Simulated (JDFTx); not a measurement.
# Mg: geometry relaxation (part 1 of 2)

Mg (P6₃/mmc, 4 atoms in the cell), computed with Kohn-Sham DFT of a periodic cell, r2SCAN, SG15-PBE-1.2, no spin polarisation (JDFTx 1.7.0 (patched build)).

The structure derives from a Materials Project entry.

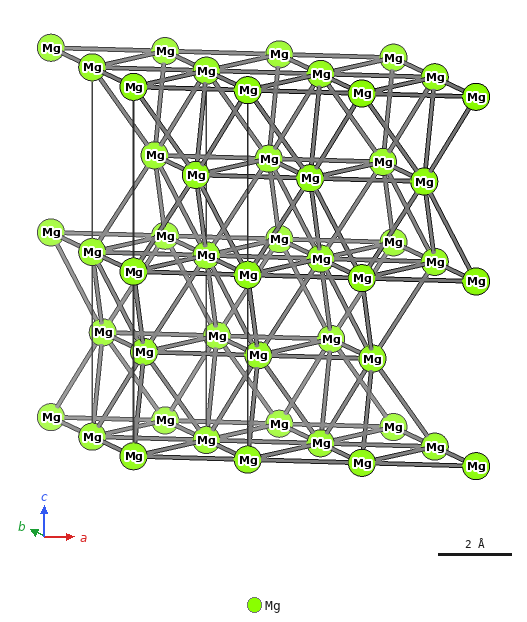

The starting structure (ball-and-stick view of the cell of the calculation, repeated 3 × 2 × 1, seen slightly off an axis). An atom can appear more than once, as a periodic image.

Input file:
```
lattice \
    6.0033313985    -3.0016656993     0.0000000000 \
    0.0000000000     5.1990374984     0.0000000000 \
    0.0000000000     0.0000000000    19.4998231167
coords-type Cartesian
ion Mg     3.0016656996     1.7330124993    14.6248673375 1
ion Mg     0.0000000000     0.0000000000     9.7499115584 1
ion Mg    -0.0000000003     3.4660249991     4.8749557792 1
ion Mg     0.0000000000     0.0000000000     0.0000000000 1

ion-species pseudo/Mg.upf
elec-cutoff 40 320
elec-ex-corr mgga-x-r2scan mgga-c-r2scan
kpoint-folding 4 4 1
elec-smearing Fermi 0.0018374661
elec-n-bands 27
electronic-SCF nIterations 100 energyDiffThreshold 1e-09
electronic-minimize nIterations 30 energyDiffThreshold 1e-7
forces-output-coords Cartesian
lattice-minimize nIterations 40 energyDiffThreshold 1e-6

dump-name run.$VAR
dump End Ecomponents EigStats BandEigs Kpoints Forces Stress
```

Run on 1 thread of AMD EPYC (Zen 5), 32 GiB of memory available, shared host.

Command:
```bash
jdftx -c 1 -i Mg.in -o Mg.out
```

What the program printed:
```
*************** JDFTx 1.7.0 (patched build) ***************

Input parsed successfully to the following command list (including defaults):
[... the input with its defaults ...]

---------- Setting up symmetries ----------

Found 24 point-group symmetries of the bravais lattice
Found 24 space-group symmetries with basis
Applied RMS atom displacement 2.55801e-10 bohrs to make symmetries exact.

---------- Initializing the Grid ----------
R =
[      6.00333     -3.00167            0  ]
[            0      5.19904            0  ]
[            0            0      19.4998  ]
unit cell volume = 608.62
G =
[    1.04662   0.604264         -0  ]
[          0    1.20853          0  ]
[          0         -0   0.322218  ]
Minimum fftbox size, Smin = [  52  52  160  ]
Chosen fftbox size, S = [  54  54  160  ]

---------- Initializing tighter grid for wavefunction operations ----------
R =
[      6.00333     -3.00167            0  ]
[            0      5.19904            0  ]
[            0            0      19.4998  ]
unit cell volume = 608.62
G =
[    1.04662   0.604264         -0  ]
[          0    1.20853          0  ]
[          0         -0   0.322218  ]
Minimum fftbox size, Smin = [  36  36  112  ]
Chosen fftbox size, S = [  36  36  112  ]

---------- Exchange Correlation functional ----------
Initialized LibXC exchange functional 'Re-regularized SCAN exchange by Furness et al'
Initialized LibXC correlation functional 'Re-regularized SCAN correlation by Furness et al'

---------- Setting up pseudopotentials ----------
Width of ionic core gaussian charges (only for fluid interactions / plotting) set to 0

Reading pseudopotential file 'pseudo/Mg.upf':
  'Mg' pseudopotential, 'PBE' functional
  Generated using ONCVPSP code by D. R. Hamann
  10 valence electrons, 0 orbitals, 4 projectors, 602 radial grid points, with lMax = 1
  Core radius for overlap checks: 2.17 bohrs.

Initialized 1 species with 4 total atoms.

Folded 1 k-points by 4x4x1 to 16 k-points.

---------- Setting up k-points, bands, fillings ----------
Reduced to 4 k-points under symmetry.
Computing the number of bands and number of electrons
Calculating initial fillings.
nElectrons:  40.000000   nBands: 27   nStates: 4

----- Setting up reduced wavefunction bases (one per k-point) -----
average nbasis = 7347.438 , ideal nbasis = 7354.107

---------- Setting up ewald sum ----------
Optimum gaussian width for ewald sums = 2.683379 bohr.
Real space sum over 1183 unit cells with max indices [  6  6  3  ]
Reciprocal space sum over 3025 terms with max indices [  5  5  12  ]

---------- Allocating electronic variables ----------
Initializing wave functions:  (No orbitals for LCAO)  bandwidth-limited random numbers

--------- Lattice Minimization ---------

Setting the auxilliary hamiltonian equal to the subspace hamiltonian.

-------- Electronic minimization -----------
Will mix electronic and kinetic density at each iteration.
	FillingsUpdate:  mu: +0.814986457  nElectrons: 40.000000
	FillingsUpdate:  mu: -0.000000000  nElectrons: 40.000000
SCF: Cycle:  0   F: -200.913454997853620   dF: -1.023e+02   |Residual|: 1.068e+01   |deigs|: 3.016e+00
	FillingsUpdate:  mu: -0.047668188  nElectrons: 40.000000
SCF: Cycle:  1   F: -211.508245061554021   dF: -1.059e+01   |Residual|: 1.723e+01   |deigs|: 2.971e-01
	FillingsUpdate:  mu: -0.480866348  nElectrons: 40.000000
SCF: Cycle:  2   F: -203.650471075162358   dF: +7.858e+00   |Residual|: 3.308e+01   |deigs|: 8.340e-01
	FillingsUpdate:  mu: -0.048353754  nElectrons: 40.000000
SCF: Cycle:  3   F: -209.871973440095360   dF: -6.222e+00   |Residual|: 2.285e+01   |deigs|: 1.016e+00
	FillingsUpdate:  mu: -0.030931493  nElectrons: 40.000000
SCF: Cycle:  4   F: -210.570935604021628   dF: -6.990e-01   |Residual|: 2.054e+01   |deigs|: 1.124e-01
	FillingsUpdate:  mu: +0.082959046  nElectrons: 40.000000
SCF: Cycle:  5   F: -213.801322243336728   dF: -3.230e+00   |Residual|: 1.021e+01   |deigs|: 5.821e-01
	FillingsUpdate:  mu: +0.161016750  nElectrons: 40.000000
SCF: Cycle:  6   F: -216.390251725177990   dF: -2.589e+00   |Residual|: 6.984e+00   |deigs|: 3.758e-01
	FillingsUpdate:  mu: +0.229734719  nElectrons: 40.000000
SCF: Cycle:  7   F: -217.395883573857446   dF: -1.006e+00   |Residual|: 6.358e+00   |deigs|: 8.344e-01
	FillingsUpdate:  mu: +0.244492251  nElectrons: 40.000000
SCF: Cycle:  8   F: -217.366610492159367   dF: +2.927e-02   |Residual|: 4.310e+00   |deigs|: 1.535e-02
	FillingsUpdate:  mu: +0.222577939  nElectrons: 40.000000
SCF: Cycle:  9   F: -217.503118234632296   dF: -1.365e-01   |Residual|: 1.473e+00   |deigs|: 1.693e-01
	FillingsUpdate:  mu: +0.219759707  nElectrons: 40.000000
SCF: Cycle: 10   F: -217.506665781556023   dF: -3.548e-03   |Residual|: 2.553e-01   |deigs|: 4.991e-02
	FillingsUpdate:  mu: +0.222503568  nElectrons: 40.000000
SCF: Cycle: 11   F: -217.508582291541160   dF: -1.917e-03   |Residual|: 5.410e-02   |deigs|: 2.569e-02
	FillingsUpdate:  mu: +0.221780357  nElectrons: 40.000000
SCF: Cycle: 12   F: -217.508661596484075   dF: -7.930e-05   |Residual|: 1.801e-02   |deigs|: 1.438e-03
	FillingsUpdate:  mu: +0.221788350  nElectrons: 40.000000
SCF: Cycle: 13   F: -217.508665616522563   dF: -4.020e-06   |Residual|: 2.690e-03   |deigs|: 2.394e-04
	FillingsUpdate:  mu: +0.221757799  nElectrons: 40.000000
SCF: Cycle: 14   F: -217.508666485590823   dF: -8.691e-07   |Residual|: 3.178e-03   |deigs|: 1.844e-04
	FillingsUpdate:  mu: +0.221790346  nElectrons: 40.000000
SCF: Cycle: 15   F: -217.508666648615673   dF: -1.630e-07   |Residual|: 4.346e-04   |deigs|: 1.378e-04
	FillingsUpdate:  mu: +0.221787985  nElectrons: 40.000000
SCF: Cycle: 16   F: -217.508666677806559   dF: -2.919e-08   |Residual|: 1.255e-04   |deigs|: 1.034e-04
	FillingsUpdate:  mu: +0.221789233  nElectrons: 40.000000
SCF: Cycle: 17   F: -217.508666681303282   dF: -3.497e-09   |Residual|: 8.122e-05   |deigs|: 9.711e-05
	FillingsUpdate:  mu: +0.221787822  nElectrons: 40.000000
SCF: Cycle: 18   F: -217.508666682080900   dF: -7.776e-10   |Residual|: 5.065e-05   |deigs|: 9.217e-05
	FillingsUpdate:  mu: +0.221787888  nElectrons: 40.000000
SCF: Cycle: 19   F: -217.508666682357102   dF: -2.762e-10   |Residual|: 1.658e-05   |deigs|: 9.060e-05
SCF: Converged (|Delta E|<1.000000e-09 for 2 iters).

Setting wave functions to eigenvectors of Hamiltonian
# Lattice vectors:
R =
[      6.00333     -3.00167            0  ]
[            0      5.19904            0  ]
[            0            0      19.4998  ]
unit cell volume = 608.62

# Strain tensor in Cartesian coordinates:
[            0            0            0  ]
[            0            0            0  ]
[            0            0            0  ]

# Stress tensor in Cartesian coordinates [Eh/a0^3]:
[ -1.93148e-05            0            0  ]
[            0 -1.93148e-05            0  ]
[            0            0 -1.59852e-05  ]

# Ionic positions in cartesian coordinates:
ion Mg   3.001665699258333   1.733012499466667  14.624867337537500 1
ion Mg   0.000000000025000  -0.000000000000000   9.749911558362498 1
ion Mg  -0.000000000008334   3.466024998933333   4.874955779187499 1
ion Mg   0.000000000025000  -0.000000000000000   0.000000000012499 1

# Forces in Cartesian coordinates:
force Mg   0.000000000000000  -0.000000000000000  -0.000000000000000 1
force Mg  -0.000000000000000   0.000000000000000   0.000000000000000 1
force Mg   0.000000000000000  -0.000000000000000  -0.000000000000000 1
force Mg  -0.000000000000000  -0.000000000000000   0.000000000000000 1

# Energy components:
   Eewald =     -108.2006930311981563
       EH =       65.8071943723301871
     Eloc =     -211.1727111433900461
      Enl =      -34.8937193301854194
      Exc =      -27.9835725304744862
       KE =       98.9354458565479717
-------------------------------------
     Etot =     -217.5080558063699527
       TS =        0.0006108759871600
-------------------------------------
        F =     -217.5086666823571022

LatticeMinimize: Iter:   0  F: -217.508666682357102  |grad|_K:  2.273e-03

-------- Electronic minimization -----------
Will mix electronic and kinetic density at each iteration.
	FillingsUpdate:  mu: +0.221787888  nElectrons: 40.000000
	FillingsUpdate:  mu: +0.221620523  nElectrons: 40.000000
SCF: Cycle:  0   F: -217.508670772980850   dF: -6.591e-06   |Residual|: 1.193e-02   |deigs|: 1.029e-04
	FillingsUpdate:  mu: +0.221614713  nElectrons: 40.000000
SCF: Cycle:  1   F: -217.508671509872642   dF: -7.369e-07   |Residual|: 6.302e-03   |deigs|: 2.733e-04
	FillingsUpdate:  mu: +0.221613230  nElectrons: 40.000000
SCF: Cycle:  2   F: -217.508671488151947   dF: +2.172e-08   |Residual|: 1.299e-03   |deigs|: 2.762e-04
	FillingsUpdate:  mu: +0.221614840  nElectrons: 40.000000
SCF: Cycle:  3   F: -217.508671540124396   dF: -5.197e-08   |Residual|: 9.736e-04   |deigs|: 8.323e-05
	FillingsUpdate:  mu: +0.221627130  nElectrons: 40.000000
SCF: Cycle:  4   F: -217.508671645193232   dF: -1.051e-07   |Residual|: 1.626e-03   |deigs|: 8.340e-05
	FillingsUpdate:  mu: +0.221634547  nElectrons: 40.000000
SCF: Cycle:  5   F: -217.508671714667088   dF: -6.947e-08   |Residual|: 2.778e-03   |deigs|: 1.564e-04
	FillingsUpdate:  mu: +0.221633490  nElectrons: 40.000000
SCF: Cycle:  6   F: -217.508671756863549   dF: -4.220e-08   |Residual|: 5.080e-04   |deigs|: 1.281e-04
	FillingsUpdate:  mu: +0.221632609  nElectrons: 40.000000
SCF: Cycle:  7   F: -217.508671760887523   dF: -4.024e-09   |Residual|: 1.624e-04   |deigs|: 7.104e-05
	FillingsUpdate:  mu: +0.221632022  nElectrons: 40.000000
SCF: Cycle:  8   F: -217.508671761351167   dF: -4.636e-10   |Residual|: 1.271e-05   |deigs|: 6.882e-05
	FillingsUpdate:  mu: +0.221631958  nElectrons: 40.000000
SCF: Cycle:  9   F: -217.508671761388428   dF: -3.726e-11   |Residual|: 4.516e-05   |deigs|: 5.598e-05
SCF: Converged (|Delta E|<1.000000e-09 for 2 iters).

Setting wave functions to eigenvectors of Hamiltonian
LatticeMinimize: 	Wolfe criterion not satisfied: alpha: 1  (E-E0)/|gdotd0|: -0.983114  gdotd/gdotd0: 0.962404 (taking cubic step)

-------- Electronic minimization -----------
Will mix electronic and kinetic density at each iteration.
	FillingsUpdate:  mu: +0.221631958  nElectrons: 40.000000
	FillingsUpdate:  mu: +0.221297188  nElectrons: 40.000000
SCF: Cycle:  0   F: -217.508678835237987   dF: -2.781e-05   |Residual|: 2.480e-02   |deigs|: 1.091e-04
	FillingsUpdate:  mu: +0.221288106  nElectrons: 40.000000
SCF: Cycle:  1   F: -217.508680121534894   dF: -1.286e-06   |Residual|: 1.296e-02   |deigs|: 5.008e-04
	FillingsUpdate:  mu: +0.221280780  nElectrons: 40.000000
SCF: Cycle:  2   F: -217.508680217257535   dF: -9.572e-08   |Residual|: 3.306e-03   |deigs|: 5.376e-04
	FillingsUpdate:  mu: +0.221297606  nElectrons: 40.000000
SCF: Cycle:  3   F: -217.508680601475703   dF: -3.842e-07   |Residual|: 7.485e-03   |deigs|: 3.313e-04
	FillingsUpdate:  mu: +0.221304366  nElectrons: 40.000000
SCF: Cycle:  4   F: -217.508680742573716   dF: -1.411e-07   |Residual|: 4.470e-03   |deigs|: 1.406e-04
	FillingsUpdate:  mu: +0.221327729  nElectrons: 40.000000
SCF: Cycle:  5   F: -217.508681262258648   dF: -5.197e-07   |Residual|: 4.339e-03   |deigs|: 2.624e-04
	FillingsUpdate:  mu: +0.221325041  nElectrons: 40.000000
SCF: Cycle:  6   F: -217.508681341181472   dF: -7.892e-08   |Residual|: 1.475e-03   |deigs|: 1.290e-04
	FillingsUpdate:  mu: +0.221321330  nElectrons: 40.000000
SCF: Cycle:  7   F: -217.508681358083550   dF: -1.690e-08   |Residual|: 6.481e-05   |deigs|: 5.845e-05
	FillingsUpdate:  mu: +0.221320100  nElectrons: 40.000000
SCF: Cycle:  8   F: -217.508681359035364   dF: -9.518e-10   |Residual|: 1.493e-04   |deigs|: 7.519e-06
	FillingsUpdate:  mu: +0.221320042  nElectrons: 40.000000
SCF: Cycle:  9   F: -217.508681359106191   dF: -7.083e-11   |Residual|: 1.397e-04   |deigs|: 2.432e-06
SCF: Converged (|Delta E|<1.000000e-09 for 2 iters).

Setting wave functions to eigenvectors of Hamiltonian
# Lattice vectors:
R =
[      6.00628     -3.00314            0  ]
[  -2.8357e-14      5.20159            0  ]
[            0            0      19.5077  ]
unit cell volume = 609.465

# Strain tensor in Cartesian coordinates:
[  0.000491105            0            0  ]
[            0  0.000491105            0  ]
[            0            0  0.000406438  ]

# Stress tensor in Cartesian coordinates [Eh/a0^3]:
[ -1.69669e-05            0            0  ]
[            0 -1.69669e-05            0  ]
[            0            0 -1.37967e-05  ]

# Ionic positions in cartesian coordinates:
ion Mg   3.003139830912612   1.733863589774055  14.630811438237968 1
ion Mg   0.000000000025012  -0.000000000000000   9.753874292162813 1
ion Mg  -0.000000000008354   3.467727179548138   4.876937146087658 1
ion Mg   0.000000000025012  -0.000000000000000   0.000000000012504 1

# Forces in Cartesian coordinates:
force Mg  -0.000000000000000  -0.000000000000000  -0.000000000000000 1
force Mg  -0.000000000000000  -0.000000000000000   0.000000000000000 1
force Mg  -0.000000000000000  -0.000000000000000  -0.000000000000000 1
force Mg   0.000000000000000   0.000000000000000   0.000000000000000 1

# Energy components:
   Eewald =     -108.1506161300496984
       EH =       65.8372022143379070
     Eloc =     -211.2512285389341287
      Enl =      -34.8931524117121796
      Exc =      -27.9825964267954852
       KE =       98.9323218485039462
-------------------------------------
     Etot =     -217.5080694446496636
       TS =        0.0006119144565237
-------------------------------------
        F =     -217.5086813591061912

LatticeMinimize: Iter:   1  F: -217.508681359106191  |grad|_K:  1.991e-03  alpha:  3.000e+00  linmin: -1.000e+00

-------- Electronic minimization -----------
Will mix electronic and kinetic density at each iteration.
	FillingsUpdate:  mu: +0.221320042  nElectrons: 40.000000
	FillingsUpdate:  mu: +0.217857752  nElectrons: 40.000000
SCF: Cycle:  0   F: -217.508512897546780   dF: -3.039e-03   |Residual|: 2.575e-01   |deigs|: 9.499e-05
	FillingsUpdate:  mu: +0.217736253  nElectrons: 40.000000
SCF: Cycle:  1   F: -217.508624915200897   dF: -1.120e-04   |Residual|: 1.314e-01   |deigs|: 5.128e-03
	FillingsUpdate:  mu: +0.217486872  nElectrons: 40.000000
SCF: Cycle:  2   F: -217.508638135454021   dF: -1.322e-05   |Residual|: 3.252e-02   |deigs|: 5.341e-03
	FillingsUpdate:  mu: +0.217676792  nElectrons: 40.000000
SCF: Cycle:  3   F: -217.508661708300821   dF: -2.357e-05   |Residual|: 7.166e-02   |deigs|: 2.774e-03
	FillingsUpdate:  mu: +0.217713680  nElectrons: 40.000000
SCF: Cycle:  4   F: -217.508670031193049   dF: -8.323e-06   |Residual|: 4.776e-02   |deigs|: 1.305e-03
	FillingsUpdate:  mu: +0.218143506  nElectrons: 40.000000
SCF: Cycle:  5   F: -217.508730776011447   dF: -6.074e-05   |Residual|: 4.404e-02   |deigs|: 2.196e-03
	FillingsUpdate:  mu: +0.218137437  nElectrons: 40.000000
SCF: Cycle:  6   F: -217.508735507116029   dF: -4.731e-06   |Residual|: 1.505e-02   |deigs|: 1.012e-03
	FillingsUpdate:  mu: +0.218098287  nElectrons: 40.000000
SCF: Cycle:  7   F: -217.508737024217680   dF: -1.517e-06   |Residual|: 7.416e-03   |deigs|: 7.406e-04
	FillingsUpdate:  mu: +0.218099478  nElectrons: 40.000000
SCF: Cycle:  8   F: -217.508737251797925   dF: -2.276e-07   |Residual|: 4.097e-03   |deigs|: 1.224e-04
	FillingsUpdate:  mu: +0.218100165  nElectrons: 40.000000
SCF: Cycle:  9   F: -217.508737284823013   dF: -3.303e-08   |Residual|: 5.540e-04   |deigs|: 8.320e-05
	FillingsUpdate:  mu: +0.218099477  nElectrons: 40.000000
SCF: Cycle: 10   F: -217.508737286775926   dF: -1.953e-09   |Residual|: 3.614e-04   |deigs|: 1.108e-05
	FillingsUpdate:  mu: +0.218099595  nElectrons: 40.000000
SCF: Cycle: 11   F: -217.508737287193952   dF: -4.180e-10   |Residual|: 2.475e-05   |deigs|: 9.318e-06
	FillingsUpdate:  mu: +0.218099493  nElectrons: 40.000000
SCF: Cycle: 12   F: -217.508737287228541   dF: -3.459e-11   |Residual|: 2.469e-05   |deigs|: 1.862e-06
SCF: Converged (|Delta E|<1.000000e-09 for 2 iters).
```
